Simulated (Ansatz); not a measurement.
The Ansatz input:

```
crystal:
  lattice:
    - [0.0, 1.8034296699, 1.8034296699]
    - [1.8034296699, 0.0, 1.8034296699]
    - [1.8034296699, 1.8034296699, 0.0]
  atoms:
    - { symbol: B, position: [0.0, 0.0, 0.0] }
    - { symbol: "N", position: [0.25, 0.25, 0.25] }
kpoints:
  mp_grid: { grid: [14, 14, 14] }
  band_path:
    path:
      - [0.0, 0.0, 0.0]
      - [-0.5, -0.5, 0.0]
      - [-0.375, -0.375, 0.25]
      - [-0.375, 0.0, 0.375]
      - [0.0, 0.0, 0.5]
      - [-0.5, -0.25, 0.25]
    npoints: 1
hamiltonian:
  xc: r2scan
  dispersion: rvv10
scf:
  occupations: { method: fermi_dirac, width: 0.03 }
  n_extra_bands: 4
output:
  forces: true
  stress: true
  eigenvalues: true
  write_density: true
  write_potential: true
  elf: true
  volumetric_format: npy
```

Run as:
```bash
ansatz run input.yaml --threads 2 --pin off --max-ram 2211MiB --backend cpu --events-out ev --progress --plain --runs-dir out
```

What will the density of states look like?

There is a gap; over the k points computed it is 4.96 eV (indirect; the smallest direct gap is 9.59 eV). Within the window shown, the tallest peak of the filled states lies 4.7 eV under the valence-band top, at about 1.2 states per eV and cell.

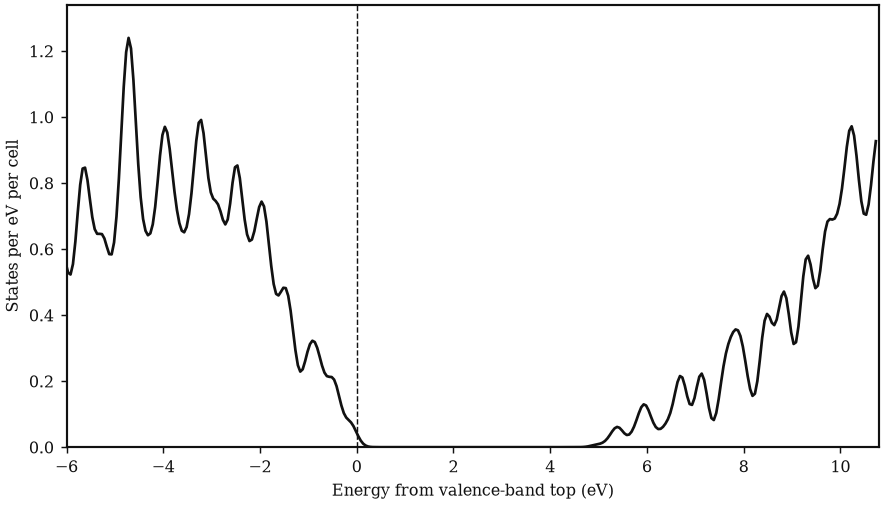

Density of states. Energies are counted from the top of the valence band. The curve is built from the levels of the k mesh with Gaussians 0.3 eV wide, which also blur the band edges.
